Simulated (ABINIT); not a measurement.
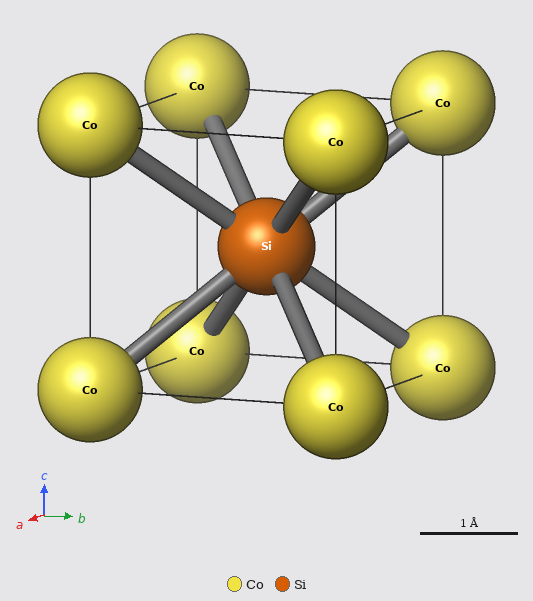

**Figure 1.** The structure (ball-and-stick view of the cell of the calculation, seen slightly off an axis).

## CoSi: single-point calculation

- system: CoSi (Pm-3m, 2 atoms in the cell)
- method: Kohn-Sham DFT of a periodic cell, PBEsol, PseudoDojo NC SR PBEsol v0.4.1 standard, spin-polarised (ABINIT 10.8.3)

The structure derives from a Materials Project entry.

## Input file
```
# Pseudopotentials
pp_dirpath "./"
pseudos "Co.upf, Si.upf"

# Structure
acell 3*1.0 Angstrom
rprim
     2.7813340000     0.0000000000     0.0000000000
     0.0000000000     2.7813340000     0.0000000000
     0.0000000000     0.0000000000     2.7813340000
ntypat 2
znucl 27 14
natom 2
typat 1 2
xred
     0.0000000000     0.0000000000     0.0000000000
     0.5000000000     0.5000000000     0.5000000000

# Plane-wave basis
ecut 42.0

# k points
kptopt 1
ngkpt 8 8 8
nshiftk 1
shiftk 0.0 0.0 0.0

# Exchange and correlation
ixc -116133

# Bands and occupations
nband 15
occopt 3
tsmear 0.00183747

# Spin
nsppol 2
spinat
     0.0000000000     0.0000000000     2.0000000000
     0.0000000000     0.0000000000     0.0000000000

# SCF cycle
nstep 100
tolvrs 1.0e-10

# Output
iomode 3
prtwf 0
prteig 0
prtebands 0
enunit 1
prtden 1
prtvha 1
prtvclmb 1
prtpot 1
```

Machine: 1 thread of Intel Xeon @ 2.50GHz (Skylake/Cascade Lake), 32 GiB of memory available, shared host.

Command:
```bash
abinit run.abi > log 2>&1
```

## Output
```
.Version 10.8.3 of ABINIT
 Symmetries : space group Pm -3 m (#221); Bravais cP (primitive cubic)
================================================================================
 Values of the parameters that define the memory need of the present run
     intxc =       0    ionmov =       0      iscf =       7    lmnmax =       6
     lnmax =       6     mgfft =      32  mpssoang =       3    mqgrid =    3001
     natom =       2  nloc_mem =       1    nspden =       2   nspinor =       1
    nsppol =       2      nsym =      48    n1xccc =    2501    ntypat =       2
    occopt =       3   xclevel =       2
       mpw =        1900          nfft =       32768          nkpt =          35
================================================================================
================================================================================

--------------------------------------------------------------------------------
------------- Echo of variables that govern the present computation ------------
--------------------------------------------------------------------------------
 -outvars: echo values of preprocessed input variables --------
            acell      1.8897261259E+00  1.8897261259E+00  1.8897261259E+00 Bohr
              amu      5.89332000E+01  2.80855000E+01
             ecut      4.20000000E+01 Hartree
           enunit           1
              ixc     -116133
         kptrlatt        8    0    0      0    8    0      0    0    8
          kptrlen      4.20476762E+01
            natom           2
            nband          15
            ngfft          32      32      32
             nkpt          35
           nspden           2
           nsppol           2
            nstep         100
             nsym          48
           ntypat           2
           occopt           3
        prtebands           0
           prteig           0
           prtpot           1
         prtvclmb           1
           prtvha           1
            prtwf           0
            rprim      2.7813340000E+00  0.0000000000E+00  0.0000000000E+00
                       0.0000000000E+00  2.7813340000E+00  0.0000000000E+00
                       0.0000000000E+00  0.0000000000E+00  2.7813340000E+00
          spgroup         221
           spinat      0.0000000000E+00  0.0000000000E+00  2.0000000000E+00
                       0.0000000000E+00  0.0000000000E+00  0.0000000000E+00
           tolvrs      1.00000000E-10
           tsmear      1.83747000E-03 Hartree
            typat      1  2
           xangst      0.0000000000E+00  0.0000000000E+00  0.0000000000E+00
                       1.3906670000E+00  1.3906670000E+00  1.3906670000E+00
            xcart      0.0000000000E+00  0.0000000000E+00  0.0000000000E+00
                       2.6279797623E+00  2.6279797623E+00  2.6279797623E+00
             xred      0.0000000000E+00  0.0000000000E+00  0.0000000000E+00
                       5.0000000000E-01  5.0000000000E-01  5.0000000000E-01
            znucl       27.00000   14.00000

================================================================================

 chkinp: Checking input parameters for consistency.

================================================================================
== DATASET  1 ==================================================================

--- !DatasetInfo
iteration_state: {dtset: 1, }
dimensions: {natom: 2, nkpt: 35, mband: 15, nsppol: 2, nspinor: 1, nspden: 2, mpw: 1900, }
cutoff_energies: {ecut:  42.0, pawecutdg:  -1.0, }
electrons: {nelect:   2.10000000E+01, charge:   0.00000000E+00, occopt:   3.00000000E+00, tsmear:   1.83747000E-03, }
meta: {optdriver: 0, ionmov: 0, optcell: 0, iscf: 7, paral_kgb: 0, }
...

 Real(R)+Recip(G) space primitive vectors, cartesian coordinates (Bohr,Bohr^-1):
 R(1)=  5.2559595  0.0000000  0.0000000  G(1)=  0.1902602  0.0000000  0.0000000
 R(2)=  0.0000000  5.2559595  0.0000000  G(2)=  0.0000000  0.1902602  0.0000000
 R(3)=  0.0000000  0.0000000  5.2559595  G(3)=  0.0000000  0.0000000  0.1902602
 Unit cell volume ucvol=  1.4519646E+02 bohr^3
 Angles (23,13,12)=  9.00000000E+01  9.00000000E+01  9.00000000E+01 degrees

 getcut: wavevector=  0.0000  0.0000  0.0000  ngfft=  32  32  32
         ecut(hartree)=     42.000   => boxcut(ratio)=   2.08693

--- Pseudopotential description ------------------------------------------------
- pspini: atom type   1  psp file is ./Co.upf
12 -116133 2 -1 1388                          pspcod,pspxc,lmax,lloc,mmax
     nproj     2     2     2

- pspini: atom type   2  psp file is ./Si.upf
12 -116133 2 -1 1510                          pspcod,pspxc,lmax,lloc,mmax
     nproj     2     2     2

   5.59814220E+02                                ecore*ucvol(ha*bohr**3)
--------------------------------------------------------------------------------

================================================================================

--- !BeginCycle
iteration_state: {dtset: 1, }
solver: {iscf: 7, nstep: 100, nline: 4, wfoptalg: 0, }
tolerances: {tolvrs: 1.00E-10, }
...

     iter   Etot(hartree)      deltaE(h)  residm     vres2   difmagsph maxmagsph
 ETOT  1  -156.75772324698    -1.568E+02 3.409E-01 7.049E+01 6.251E-01 6.251E-01
 ETOT  2  -156.56202963827     1.957E-01 9.578E-02 3.489E+03 4.062E-01 2.189E-01
 ETOT  3  -156.96804637466    -4.060E-01 1.813E-02 8.858E+02 1.306E-01 3.495E-01
 ETOT  4  -157.07132719463    -1.033E-01 2.999E-03 1.678E+02 5.162E-02 4.012E-01
 ETOT  5  -157.09490436316    -2.358E-02 1.778E-03 1.847E+01 7.113E-02 4.723E-01
 ETOT  6  -157.09746216589    -2.558E-03 8.156E-04 8.613E-01 4.049E-02 4.318E-01
 ETOT  7  -157.09760043474    -1.383E-04 5.081E-04 3.501E-03 1.980E-02 4.120E-01
 ETOT  8  -157.09761431099    -1.388E-05 3.136E-04 3.121E-03 2.042E-02 3.916E-01
 ETOT  9  -157.09762972680    -1.542E-05 2.592E-04 2.429E-02 3.600E-02 3.556E-01
 ETOT 10  -157.09763754946    -7.823E-06 1.109E-04 4.728E-03 2.821E-02 3.274E-01
 ETOT 11  -157.09763808807    -5.386E-07 1.391E-04 8.986E-04 5.495E-03 3.329E-01
 ETOT 12  -157.09763830366    -2.156E-07 5.344E-05 6.197E-07 2.613E-03 3.303E-01
 ETOT 13  -157.09763830563    -1.973E-09 7.259E-05 2.276E-08 4.599E-04 3.298E-01
 ETOT 14  -157.09763830563    -3.212E-12 2.624E-05 3.906E-09 3.388E-06 3.298E-01
 ETOT 15  -157.09763830564    -4.690E-12 3.720E-05 4.003E-11 6.534E-06 3.298E-01

 At SCF step   15       vres2   =  4.00E-11 < tolvrs=  1.00E-10 =>converged.

 Cartesian components of stress tensor (hartree/bohr^3)
  sigma(1 1)=  3.13826083E-04  sigma(3 2)=  0.00000000E+00
  sigma(2 2)=  3.13826083E-04  sigma(3 1)=  0.00000000E+00
  sigma(3 3)=  3.13826083E-04  sigma(2 1)=  0.00000000E+00

--- !ResultsGS
iteration_state: {dtset: 1, }
comment   : Summary of ground state results
lattice_vectors:
- [  5.2559595,   0.0000000,   0.0000000, ]
- [  0.0000000,   5.2559595,   0.0000000, ]
- [  0.0000000,   0.0000000,   5.2559595, ]
lattice_lengths: [   5.25596,    5.25596,    5.25596, ]
lattice_angles: [ 90.000,  90.000,  90.000, ] # degrees, (23, 13, 12)
lattice_volume:   1.4519646E+02
convergence: {deltae: -4.690E-12, res2:  4.003E-11, residm:  3.720E-05, diffor: null, }
etotal    :  -1.57097638E+02
entropy   :   0.00000000E+00
fermie    :   4.62127819E-01
cartesian_stress_tensor: # hartree/bohr^3
- [  3.13826083E-04,   0.00000000E+00,   0.00000000E+00, ]
- [  0.00000000E+00,   3.13826083E-04,   0.00000000E+00, ]
- [  0.00000000E+00,   0.00000000E+00,   3.13826083E-04, ]
pressure_GPa:  -9.2331E+00
xred      :
- [  0.0000E+00,   0.0000E+00,   0.0000E+00, Co]
- [  5.0000E-01,   5.0000E-01,   5.0000E-01, Si]
cartesian_forces: # hartree/bohr
- [ -0.00000000E+00,  -0.00000000E+00,  -0.00000000E+00, ]
- [ -0.00000000E+00,  -0.00000000E+00,  -0.00000000E+00, ]
force_length_stats: {min:   0.00000000E+00, max:   0.00000000E+00, mean:   0.00000000E+00, }
...

 Integrated electronic and magnetization densities in atomic spheres:
 ------------------------------------------------------------------------------------------------------------
 Radius=ratsph(iatom), smearing ratsm=  0.0000. Diff(up-dn)=approximate z local magnetic moment.
    Atom    Radius    up_density   dn_density  Total(up+dn)  Diff(up-dn)
    1 Co   2.00000     7.880192     7.550391     15.430583     0.329801
    2 Si   2.00000     0.879200     0.880700      1.759900    -0.001500
 ------------------------------------------------------------------------------------------------------------
  Sum:                 8.759392     8.431091     17.190483     0.328300
 Total magnetization (from the atomic spheres):                0.328300
 Total magnetization (exact up - dn):                          0.318562

================================================================================

 ----iterations are completed or convergence reached----

 Mean square residual over all n,k,spin=   96.265E-09; max=  37.201E-06
 reduced coordinates (array xred) for    2 atoms
       0.000000000000      0.000000000000      0.000000000000
       0.500000000000      0.500000000000      0.500000000000
 rms dE/dt=  0.0000E+00; max dE/dt=  0.0000E+00; dE/dt below (all hartree)
    1       0.000000000000      0.000000000000      0.000000000000
    2       0.000000000000      0.000000000000      0.000000000000

 cartesian coordinates (angstrom) at end:
    1      0.00000000000000     0.00000000000000     0.00000000000000
    2      1.39066700000000     1.39066700000000     1.39066700000000

 cartesian forces (hartree/bohr) at end:
    1     -0.00000000000000    -0.00000000000000    -0.00000000000000
    2     -0.00000000000000    -0.00000000000000    -0.00000000000000
 frms,max,avg= 0.0000000E+00 0.0000000E+00   0.000E+00  0.000E+00  0.000E+00 h/b

 cartesian forces (eV/Angstrom) at end:
    1     -0.00000000000000    -0.00000000000000    -0.00000000000000
    2     -0.00000000000000    -0.00000000000000    -0.00000000000000
 frms,max,avg= 0.0000000E+00 0.0000000E+00   0.000E+00  0.000E+00  0.000E+00 e/A
 length scales=  1.889726125908  1.889726125908  1.889726125908 bohr
              =  1.000000000000  1.000000000000  1.000000000000 angstroms
 Fermi (or HOMO) energy (eV) =  12.57514   Average Vxc (eV)= -13.32480
 Eigenvalues (   eV  ) for nkpt=  35  k points, SPIN UP:
 kpt#   1, nband= 15, wtk=  0.00195, kpt=  0.0000  0.0000  0.0000 (reduced coord)
 -82.47201  -45.90064  -45.90064  -45.90064   -1.67224    8.60182    8.60182   11.14804
  11.14804   11.14804   15.55922   15.55922   15.55922   20.10590   20.10590
 prteigrs : prtvol=0 or 1, do not print more k-points.

 Eigenvalues (   eV  ) for nkpt=  35  k points, SPIN DOWN:
 kpt#   1, nband= 15, wtk=  0.00195, kpt=  0.0000  0.0000  0.0000 (reduced coord)
 -82.14492  -45.55584  -45.55584  -45.55584   -1.67079    8.93912    8.93912   11.38178
  11.38178   11.38178   15.56152   15.56152   15.56152   20.25276   20.25276
 prteigrs : prtvol=0 or 1, do not print more k-points.

--- !EnergyTerms
iteration_state     : {dtset: 1, }
comment             : Components of total free energy in Hartree
kinetic             :  6.95724916777188E+01
hartree             :  4.94193328978515E+01
xc                  : -2.94977132550000E+01
Ewald energy        : -9.26984900274280E+01
psp_core            :  3.85556375934141E+00
local_psp           : -1.39328442188927E+02
non_local_psp       : -1.84197208478355E+01
internal            : -1.57096977984279E+02
'-kT*entropy'       : -6.60321359952536E-04
total_energy        : -1.57097638305639E+02
total_energy_eV     : -4.27484451426615E+03
band_energy         : -1.21033029774419E+01
...

 Cartesian components of stress tensor (hartree/bohr^3)
  sigma(1 1)=  3.13826083E-04  sigma(3 2)=  0.00000000E+00
  sigma(2 2)=  3.13826083E-04  sigma(3 1)=  0.00000000E+00
  sigma(3 3)=  3.13826083E-04  sigma(2 1)=  0.00000000E+00

-Cartesian components of stress tensor (GPa)         [Pressure= -9.2331E+00 GPa]
- sigma(1 1)=  9.23308214E+00  sigma(3 2)=  0.00000000E+00
- sigma(2 2)=  9.23308214E+00  sigma(3 1)=  0.00000000E+00
- sigma(3 3)=  9.23308214E+00  sigma(2 1)=  0.00000000E+00

== END DATASET(S) ==============================================================
================================================================================

 -outvars: echo values of variables after computation  --------
            acell      1.8897261259E+00  1.8897261259E+00  1.8897261259E+00 Bohr
           etotal     -1.5709763831E+02
            fcart     -0.0000000000E+00 -0.0000000000E+00 -0.0000000000E+00
                      -0.0000000000E+00 -0.0000000000E+00 -0.0000000000E+00
            rprim      2.7813340000E+00  0.0000000000E+00  0.0000000000E+00
                       0.0000000000E+00  2.7813340000E+00  0.0000000000E+00
                       0.0000000000E+00  0.0000000000E+00  2.7813340000E+00
           strten      3.1382608338E-04  3.1382608338E-04  3.1382608338E-04
                       0.0000000000E+00  0.0000000000E+00  0.0000000000E+00
           xangst      0.0000000000E+00  0.0000000000E+00  0.0000000000E+00
                       1.3906670000E+00  1.3906670000E+00  1.3906670000E+00
             xred      0.0000000000E+00  0.0000000000E+00  0.0000000000E+00
                       5.0000000000E-01  5.0000000000E-01  5.0000000000E-01
 Calculation completed.
```

## Results in brief

```csv
quantity,value
outcome,converged
space group (tolerance 0.01 Å),Pm-3m (221)
electrons treated,21
free energy,−4274.8445 eV
Fermi energy,12.575 eV
gap on the k-point mesh,none (metallic)
net moment of the cell,0.32 μB
pressure,−9.23 GPa
largest force (length of the vector),under 0.001 eV/Å
wall time,91 s
peak memory,0.09 GiB
```

## Notes

Points of doubt noted for this run: libxc opposed gradients. The cell is under a tension of 9.2 GPa at this level, so it is not at its equilibrium volume.
